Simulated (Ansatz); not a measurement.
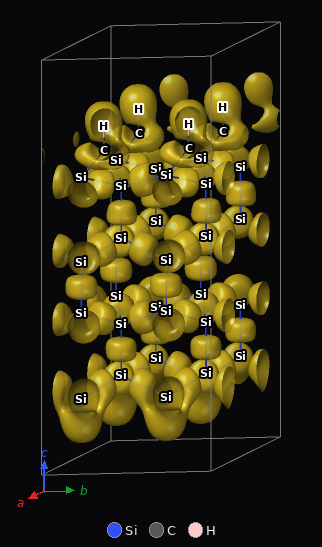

Figure. Si8HC (slab). Isosurface of the electron localisation function at 0.75 (yellow), seen slightly off an axis. Core shells and regions of very low density are left out. Sticks mark near contacts.

A point of a scan over the structure, not its minimum; not relaxed (largest force 0.8 eV/Å); PAW files of the earlier set (soft_1); the program warned that a starting moment wasn't kept; spin-polarised.

All numbers below come from Ansatz, DFT LDA, scalar-relativistic, plane waves, PAW.

Input

```
crystal:
  lattice:
    - [3.801685131, 0.0, 0.0]
    - [-1.9008425655, 3.2923559006, 0.0]
    - [0.0, 0.0, 26.7354944998]
  atoms:
    - { symbol: Si, position: [0.6666666667, 0.3333333333, 0.1496138401] }
    - { symbol: Si, position: [0.3333333333, 0.6666666667, 0.1792683806] }
    - { symbol: Si, position: [0.3333333333, 0.6666666667, 0.2672232955] }
    - { symbol: Si, position: [0.6666666667, 0.3333333333, 0.296877836] }
    - { symbol: Si, position: [0.6666666667, 0.3333333333, 0.3846885246] }
    - { symbol: Si, position: [0.3333333333, 0.6666666667, 0.4138860585] }
    - { symbol: Si, position: [0.3333333333, 0.6666666667, 0.5036693682] }
    - { symbol: Si, position: [0.6666666667, 0.3333333333, 0.5287164036] }
    - { symbol: C, position: [0.8333333333, 0.6666666667, 0.5754506254], spin: 1.0 }
    - { symbol: H, position: [0.8333333333, 0.6666666667, 0.6165944315] }
basis:
  ecutwfc: 420
kpoints:
  mp_grid: { grid: [9, 9, 1] }
hamiltonian:
  xc: lda
  pseudopotentials: { kind: paw, azcp: { folder: soft_1 } }
scf:
  occupations: { method: gaussian, width: 0.05 }
output:
  forces: true
  eigenvalues: true
  populations: true
  write_density: true
  write_potential: true
  elf: true
  volumetric_format: npy
magnetization:
  spin_polarized: true
relax:
  adjacent_minimum: "off"
  f_tol: 0.025
  max_steps: 16
  constraints: [{ sites: [0, 1, 2, 3, 4, 5, 6, 7] }, { sites: [8, 9], fix: xy }]
efield:
  axis: 3
  dipole_correction: true
  ramp_width: 0.04
```

Command:

```sh
ansatz run input.yaml --threads 1 --pin off --max-ram 3072MiB --backend cpu --events-out ev --progress --plain --runs-dir out
```

The fields are those of the run's last geometry, not of the input's.

Question: Where are the electrons localised?

Answer: At this value the surface marks out twelve regions between bonded Si–Si atoms, one region on Si in which the atom's valence shell and bonds are merged and one joined region spread over several atoms (C, H, Si), in which their bonds and any lone pairs are merged, counted in one cell of 10 atoms. Counts are for one cell; the picture repeats the cell along the surface. Along the contacts the grid gives the following. C–H (1.10 Å): the ELF is about 1 at the midpoint; a covalent bond by its length. Si–C (1.75 Å): the ELF peaks at about 0.90 between the atoms.
